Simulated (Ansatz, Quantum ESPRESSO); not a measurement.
# black phosphorene, 3 layers, AB stacking: the dipole at a withheld member of a series

**Set-up.** Quantum ESPRESSO 7.5, PBE, GBRV ultrasoft. Cell and atoms are relaxed without a field with a D3(BJ) correction and then held. Sawtooth field with dipole correction, 17 Å of vacuum in the starting cell, Fermi-Dirac smearing of 0.002 Ry; bands along a path at each field. The series steps the field along the normal.

```
field along the normal  dipole (e Å)
                 0 V/Å         0.000
              0.05 V/Å         0.056
               0.1 V/Å         0.113
               0.2 V/Å         0.225
               0.4 V/Å         0.451
```

To predict: What is the dipole at 0.3 V/Å?

**Fit.** The rows at 0.2 V/Å and 0.4 V/Å give a slope of (0.451 − (0.225))/(0.4 − (0.2)) = 1.13, so a straight line gives 0.338 e Å. A parabola through these and the row at 0.1 V/Å gives 0.338 e Å.

What the calculation gave: 0.338 e Å. The line misses by 0.000 and the parabola by 0.000 e Å. Both misses are under 5 % of the step from the nearer row.

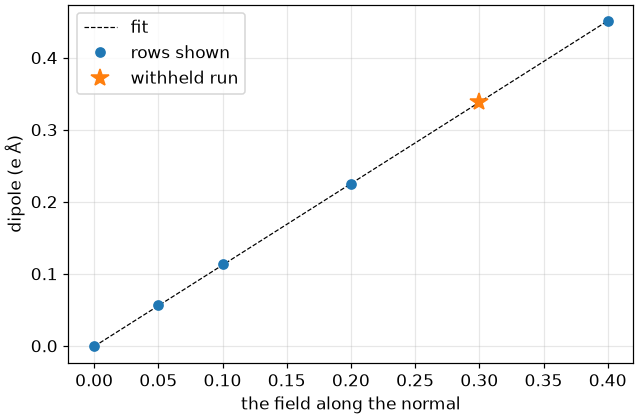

The rows shown, the fit and the withheld run.

Caveats: Ions are held; semilocal gaps are too small; in strong fields empty levels can belong to the vacuum; one stacking. Members without a usable value, or on the other side of zero field or charge, are not listed.

[Logs are printed without paths, hosts, clocks, repeated set-up lines and the standing remarks that a program may print on its own settings, such as how far it seeks lower states.]
